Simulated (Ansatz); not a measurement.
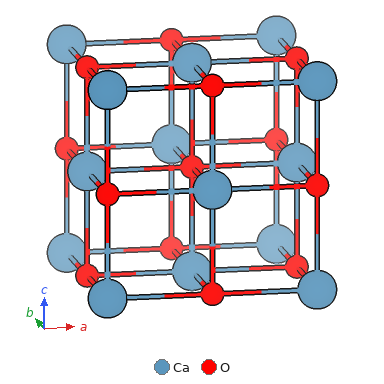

System: CaO, space group Fm-3m (No. 225). The picture shows the conventional cell.

Structure:
```yaml
crystal:
  lattice:
    - [0.00000, 2.34661, 2.34661]
    - [2.34661, 0.00000, 2.34661]
    - [2.34661, 2.34661, 0.00000]
  atoms:
    - { symbol: Ca, position: [0.00000, 0.00000, 0.00000] }
    - { symbol: O, position: [0.50000, 0.50000, 0.50000] }
```

Method: optical phonons of an insulator on the approach to the zone centre along x, y and z with the field of polar modes, imaginary frequencies are negative, field response on a mesh refined by the program; plane waves with PAW datasets (Ansatz 0.2.0). Level: PBEsol, no spin polarisation.

```tsv
setting	value
wave cutoff	420 eV
k mesh	8×8×8
occupations	fixed
pressure	6 GPa
```

Predict the polar optical modes, transverse and longitudinal, approaching the zone centre along x.

The transverse (TO, twofold) lines lie at 306.7 and the longitudinal (LO) ones at 580.1 cm⁻¹, the same along x, y and z by the cubic symmetry.

| at | frequency (cm⁻¹) | degeneracy | dipole strength ((D/Å)²/amu) |
| --- | --- | --- | --- |
| x | 306.7 | 2 | 22.8 |
| x | 580.1 | 1 | 11.4 |

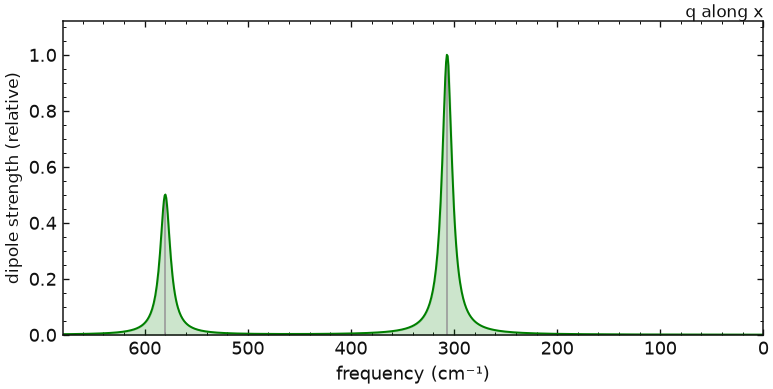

Lines are broadened by Lorentzians of 12 cm⁻¹ full width; the spectrum is scaled to its strongest line.
